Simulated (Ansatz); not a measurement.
Mo₁₁P₉: several calculations on one system

**1. Relaxation**

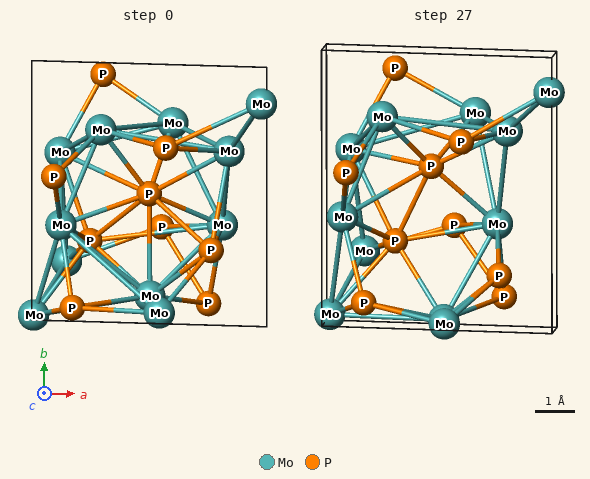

The structure of an amorphous cell of composition Mo11P9 (coarse preliminary run) before (left) and after (right) a relaxation, at one scale.

The picture is a ball-and-stick view of the cell of the calculation (origin shifted), seen along the c axis.

Case: the last frame of the dynamics.

These are results of DFT PBE, scalar-relativistic, plane waves, PAW (Ansatz 0.2.0), not measurements. Settings: plane-wave cutoff 420 eV; k-point mesh 2 × 2 × 2; occupations gaussian; smearing width 0.1 eV; mesh shifted by (0.5, 0.5, 0.5); no spin polarisation; cell and atoms relaxed; force threshold 0.04 eV/Å; at most 70 steps.

What changed between the two?

Answer. The energy falls by 191 meV per atom in 22 accepted moves (27 points after the start). Largest force component: 1.8 eV/Å at the start, 0.032 eV/Å at the end. The pressure goes from 23.47 to 0.09 GPa. The line search rejected the trial steps at points 7, 15, 17, 24 of the run. At 1 point the geometry stayed and the basis and grid were re-selected for the new cell (energy shift of 0.8 meV per atom at most each time). The atom that moves furthest relative to the cell is a P atom (0.68 Å along [−1 2 −1]). By element the largest moves are P 0.68 Å, Mo 0.58 Å. Cell: a 6.098 → 5.971 Å (−2.1 %), b 6.724 → 7.150 Å (+6.3 %), c 6.751 → 7.139 Å (+5.7 %), α 87.1° → 89.7°, β 86.8° → 88.6°, γ 91.5° → 91.8°. Volume +10.4 %. Among the contacts that change: Mo–P 2.673 → 3.983 Å, P–P 2.470 → 3.622 Å, Mo–P 2.611 → 3.761 Å, Mo–Mo 3.065 → 3.921 Å. Bonds break, among them: Mo–P (2.61 → 3.76 Å). Among the angles between lasting bonds that change: Mo–P–P 68.2° → 110.7°, Mo–P–Mo 144.4° → 168.7°, Mo–P–Mo 98.6° → 122.5°.

Limits of the set-up: the k-point mesh is coarse for a cell with partly filled bands; the periodic images lie only 6.1 Å apart, so the values are limited by the cell's size.

**2. Relaxation**

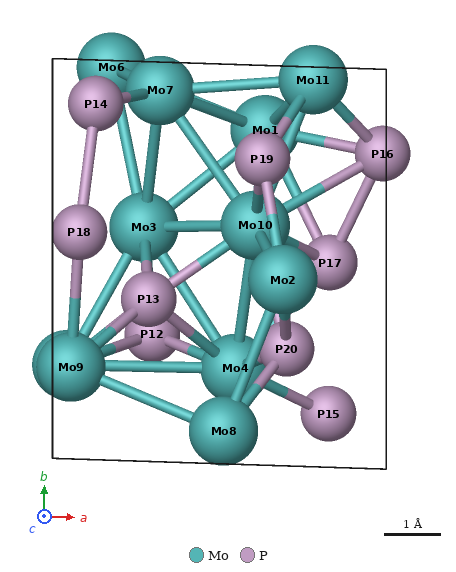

Starting structure of an amorphous cell of composition Mo₁₁P₉ (coarse preliminary run). The picture is a ball-and-stick view of the cell of the calculation, seen along the c axis.

Case: the last frame of the dynamics, relaxed further on a centred mesh.

Level of theory: DFT PBE, scalar-relativistic, plane waves, PAW in Ansatz.

Input
```yaml
crystal:
  lattice:
    - [5.9691541846, -0.1084605529, 0.0908346072]
    - [-0.1011327985, 7.1487708047, 0.0199479371]
    - [0.0633669527, 0.0183829229, 7.1387585025]
  atoms:
    - { symbol: Mo, position: [0.6372644007, 0.8392284078, 0.1910668861] }
    - { symbol: Mo, position: [0.6904730335, 0.4660024927, 0.9491807092] }
    - { symbol: Mo, position: [0.2741525229, 0.5862008507, 0.2495838055] }
    - { symbol: Mo, position: [0.5476333806, 0.2396197828, 0.3064016274] }
    - { symbol: Mo, position: [0.0428936021, 0.235377317, 0.3708134269] }
    - { symbol: Mo, position: [0.1763061886, 0.9831835868, 0.1218036428] }
    - { symbol: Mo, position: [0.3225388792, 0.9288475004, 0.4972659595] }
    - { symbol: Mo, position: [0.5125536475, 0.0823024903, 0.8715480052] }
    - { symbol: Mo, position: [0.0551534347, 0.2298688226, 0.7907019999] }
    - { symbol: Mo, position: [0.6079630012, 0.5993352333, 0.5272545178] }
    - { symbol: Mo, position: [0.7813903361, 0.9683195112, 0.568822065] }
    - { symbol: P, position: [0.2992077875, 0.3184978918, 0.0455138177] }
    - { symbol: P, position: [0.2885093622, 0.4060495445, 0.5601055626] }
    - { symbol: P, position: [0.1298619894, 0.8909923585, 0.7968111104] }
    - { symbol: P, position: [0.8272986366, 0.134160479, 0.0832508669] }
    - { symbol: P, position: [0.9894846128, 0.7892266154, 0.3605991453] }
    - { symbol: P, position: [0.8311969618, 0.5123394367, 0.2539786128] }
    - { symbol: P, position: [0.080669995, 0.5680718854, 0.9262582559] }
    - { symbol: P, position: [0.6293357026, 0.7666701936, 0.8251750748] }
    - { symbol: P, position: [0.7015137348, 0.2931496128, 0.6353037119] }
  symmetry: { detect: false }
basis:
  ecutwfc: 420
kpoints:
  mp_grid: { grid: [4, 3, 3] }
hamiltonian:
  xc: pbe
scf:
  occupations: { method: gaussian, width: 0.1 }
  lower_state_search: "off"
output:
  forces: true
  stress: true
  eigenvalues: true
relax:
  adjacent_minimum: "off"
  f_tol: 0.04
  max_steps: 25
  cell: { stress_tol: 0.3 }
```

Run as
```bash
ansatz run input.yaml --threads 2 --pin off --max-ram 5120MiB --backend cpu --events-out ev --progress --plain --runs-dir out
```

**What does the optimiser find from here?**

After 9 accepted moves (12 points after the start) the energy has fallen by 4.9 meV per atom. Largest force component: 0.22 eV/Å at the start, 0.038 eV/Å at the end. The pressure goes from 0.31 to 0.09 GPa. The line search rejected the trial steps at points 3, 7 of the run. The SCF was repeated once at an unchanged geometry on a basis and grid sized afresh for the cell, which shifted the energy by 0.1 meV per atom at most. P17 moves most relative to the cell: 0.20 Å along [−2 0 1]. Largest moves by element: P 0.20 Å, Mo 0.17 Å. Cell: a 5.971 → 6.116 Å (+2.4 %), b 7.150 → 7.080 Å (−1.0 %), c 7.139 → 7.101 Å (−0.5 %), α 89.7° → 89.5°, β 88.6° → 89.8°, γ 91.8° → 89.9°. Volume +1.0 %. Among the contacts that change: Mo3–P17 2.680 → 3.099 Å, Mo10–P16 2.846 → 3.178 Å, Mo8–Mo9 3.410 → 3.706 Å, Mo1–Mo6 3.372 → 3.537 Å. Bond angles that change, for instance: Mo4–P13–Mo5 74.5° → 80.0°, P12–P18–P14 140.3° → 134.7°, Mo5–P13–Mo10 138.8° → 144.3°. Cost: 7.7 min on 2 threads of Intel(R) Xeon(R) Processor @ 2.70GHz, with other jobs on the host, peak memory 1.1 GiB.

Final geometry:

```xyz
20
Lattice="6.1160 -0.0035 0.0310 0.0205 7.0803 0.0341 -0.0055 0.0325 7.1012" Properties=species:S:1:pos:R:3 pbc="T T T"
Mo    3.9240    5.9167    1.4574
Mo    4.2240    3.2435    6.8158
Mo    1.8402    4.2273    1.7674
Mo    3.3422    1.6382    2.2416
Mo    0.1688    1.7627    2.6147
Mo    1.0809    0.0038    0.8386
Mo    2.0094    6.6489    3.5985
Mo    3.0507    0.5566    6.2117
Mo    0.3886    1.7350    5.5296
Mo    3.6695    4.2233    3.8768
Mo    4.8950    6.8002    4.1292
P     1.8662    2.3202    0.3051
P     1.7755    2.8589    3.9366
P     0.7887    6.3451    5.6767
P     5.0242    0.9340    0.5537
P     0.0559    5.6315    2.4802
P     4.9155    3.6415    1.9315
P     0.4509    4.0134    6.6335
P     3.9412    5.4585    5.9335
P     4.2648    1.9865    4.5895
```

After the run, drawn alike:

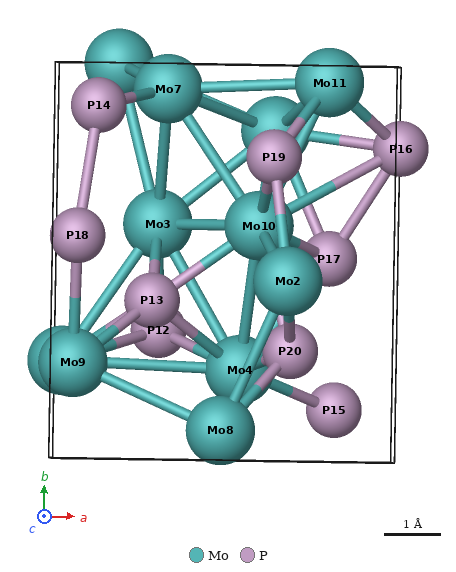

Limits of the set-up: the periodic images lie only 6.0 Å apart, so the values are limited by the cell's size.

**3. Dynamics**

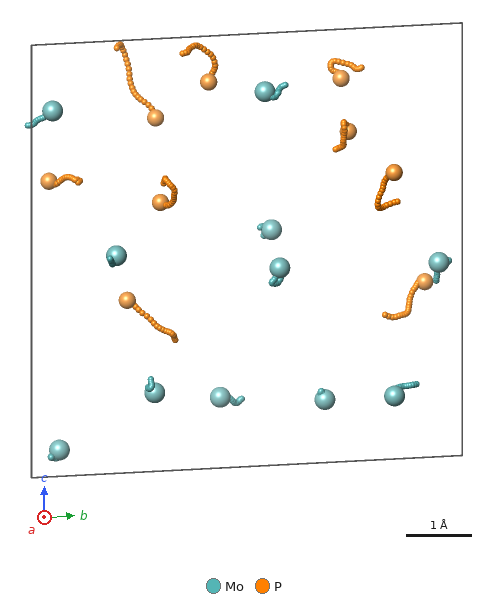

First-principles dynamics of an amorphous cell of composition Mo$_{11}$P$_{9}$ (20 atoms in the cell), 72 fs long. Dots mark each atom's position at evenly spaced times, in the colour of its element; spheres stand at the starting positions. Seen along the a axis in the simulation cell.

The calculation used Ansatz 0.2.0, DFT PBE, scalar-relativistic, plane waves, PAW. Run with plane-wave cutoff 320 eV; k-point mesh 1 × 1 × 1; Fermi-Dirac smearing 0.247 eV; volume 0.96 times that of the relaxed crystal; set temperature 2870 K; time step 3 fs.

How do the atoms move?

In the second half of the run the atoms are, in the root-mean-square, this far from where they began (common drift taken out): P 0.77 Å, Mo 0.24 Å. The run lasts only 72 fs, too short to tell vibration from diffusion. Bond changes: 7 P–P bonds break between 36 fs and 63 fs; one P–P bond forms at about 45 fs.

Limits of the set-up: the cutoff lies below the recommended one; the periodic images lie only 6.1 Å apart, so the values are limited by the cell's size.

**4. Dynamics**

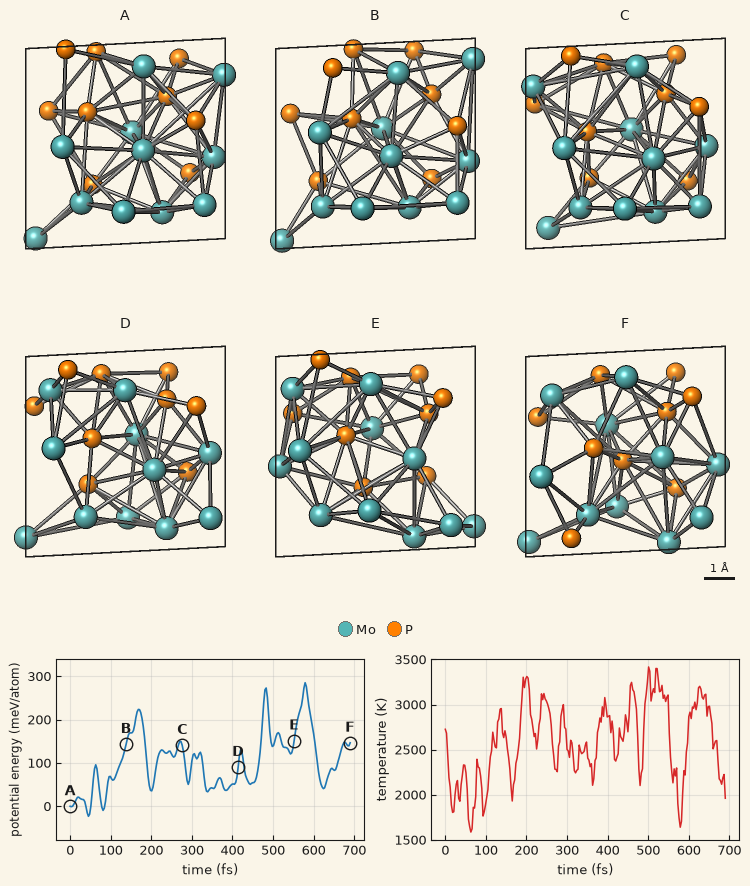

A Born-Oppenheimer molecular dynamics run of an amorphous cell of composition Mo11P9 (20 atoms in the cell), 690 fs long. Frames (A at 0 fs, B at 138 fs, C at 276 fs, D at 414 fs, E at 552 fs, F at 690 fs) and the history of the run. Style: ball-and-stick. Shown: the simulation cell, along the a axis. Atoms that leave the cell re-enter on the other side. Bonds to atoms that aren't drawn are left out.

The calculation used DFT PBE, scalar-relativistic, plane waves, PAW in Ansatz. Settings: plane-wave cutoff 420 eV; k-point mesh 1 × 1 × 1; Fermi-Dirac smearing 0.247 eV; volume 0.96 times that of the relaxed crystal; set temperature 2870 K; time step 3 fs.

### Describe the run.

The mean temperature in the second half is 2712 K (standard deviation 406 K). The potential energy in the second half lies on average 119 meV per atom above the first frame. The mean pressure there is 30.2 GPa. In the second half of the run the atoms are, in the root-mean-square, this far from where they began (common drift taken out): P 0.72 Å, Mo 0.58 Å. Against the typical shortest distance between atoms in the first frame, about 2.2 Å these are large excursions, but over 690 fs one can't yet tell strong vibration from the start of diffusion. Bond changes: 5 P–P contacts open and close in turn; 8 P–P bonds break between 123 fs and 678 fs; 9 P–P bonds form between 180 fs and 636 fs.

Limits of the set-up: the periodic images lie only 6.1 Å apart, so the values are limited by the cell's size.
